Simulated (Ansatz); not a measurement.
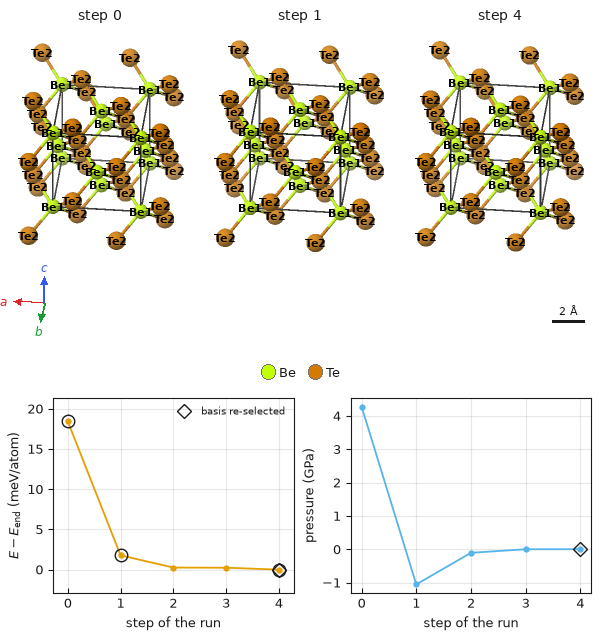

Frames of a relaxation of crystalline BeTe (set up in F-43m), marked on the history of the run. The picture is a ball-and-stick view of the conventional cell (4 times the calculation's cell), seen from a free direction. Lengths and directions refer to the drawn axes.

All numbers below come from DFT PBE, scalar-relativistic, plane waves, PAW (Ansatz).

The input:
```yaml
crystal:
  lattice:
    - [0.0, 2.77, 2.77]
    - [2.77, 0.0, 2.77]
    - [2.77, 2.77, 0.0]
  atoms:
    - { symbol: Be, position: [0.0, 0.0, 0.0] }
    - { symbol: Te, position: [0.25, 0.25, 0.25] }
basis:
  ecutwfc: 420
kpoints:
  mp_grid: { grid: [8, 8, 8] }
hamiltonian:
  xc: pbe
scf:
  occupations: { method: gaussian, width: 0.02 }
output:
  forces: true
  stress: true
  eigenvalues: true
relax:
  adjacent_minimum: "off"
  f_tol: 0.005
  max_steps: 80
  cell: { stress_tol: 0.05 }
```

Launched with:
```bash
ansatz run input.yaml --threads 1 --pin off --max-ram 2560MiB --backend cpu --events-out ev --progress --plain --runs-dir out
```

What happens along the run?

Answer. Over 3 accepted moves (4 points after the start) the energy falls by 18.4 meV per atom. All forces vanish by symmetry, so only the cell relaxes. Pressure: 4.28 GPa at the start and 0.00 GPa at the end. The SCF was repeated once at an unchanged geometry on a basis and grid sized afresh for the cell, which shifted the energy by 0.2 meV per atom at most. The atoms keep their places relative to the cell (all moves are under 0.005 Å). The volume changes by +6.9 %, with a = b = c 5.540 → 5.664 Å (+2.2 %). Among the contacts that change: Be1–Te2 2.399 → 2.452 Å. The space group stays F-43m (No. 216). The run took 9.1 s on 1 thread of Arm Neoverse V2, on a shared host, peak memory 0.3 GiB. From step 0 to 1: volume +8.9 %, energy −16.6 meV per atom. From step 1 to 4: volume −1.9 %, energy −1.8 meV per atom.

```json
{"step": "0", "E − E(0), meV/atom": "0.00", "pressure, GPa": "4.28", "volume, Å³/atom": "21.254", "note": ""}
{"step": "1", "E − E(0), meV/atom": "-16.64", "pressure, GPa": "-1.05", "volume, Å³/atom": "23.155", "note": ""}
{"step": "2", "E − E(0), meV/atom": "-18.17", "pressure, GPa": "-0.10", "volume, Å³/atom": "22.753", "note": ""}
{"step": "3", "E − E(0), meV/atom": "-18.19", "pressure, GPa": "0.00", "volume, Å³/atom": "22.710", "note": ""}
{"step": "4", "E − E(0), meV/atom": "-18.42", "pressure, GPa": "0.00", "volume, Å³/atom": "22.710", "note": "same geometry, new basis"}
```
